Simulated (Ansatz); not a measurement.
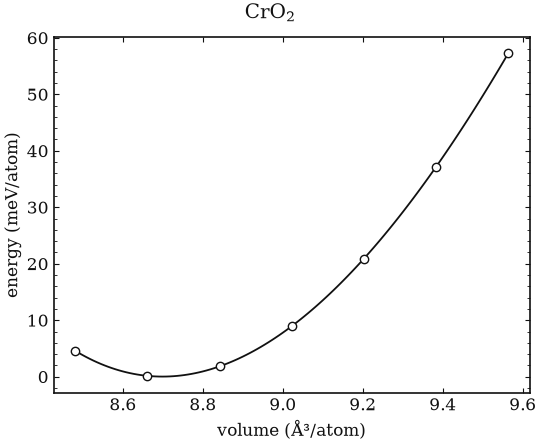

The figure shows the energy against volume for CrO₂, space group Fm-3m (No. 225).

Cell as given: a = 3.370 Å, b = 3.370 Å, c = 3.370 Å, α = 60.00°, β = 60.00°, γ = 60.00°; 3 atoms.

Computed with Ansatz 0.2.0: plane-wave DFT, collinear spins; energies at scaled volumes of the given cell, shape and fractions fixed, counted from the fit's minimum, third-order Birch-Murnaghan fit. Level: PBE, collinear spin.

| setting | value |
| --- | --- |
| k mesh | 10×10×10 |
| occupations | Fermi–Dirac |
| smearing width | 0.05 eV |
| potentials | Ansatz PAW |
| wave cutoff | 420 eV |
| density cutoff | 1680 eV |

What equilibrium volume and bulk modulus follow from the curve?

Answer. A third-order Birch–Murnaghan fit gives V0 = 8.70 Å³/atom, B0 = 255 GPa and B′ = 4.6.
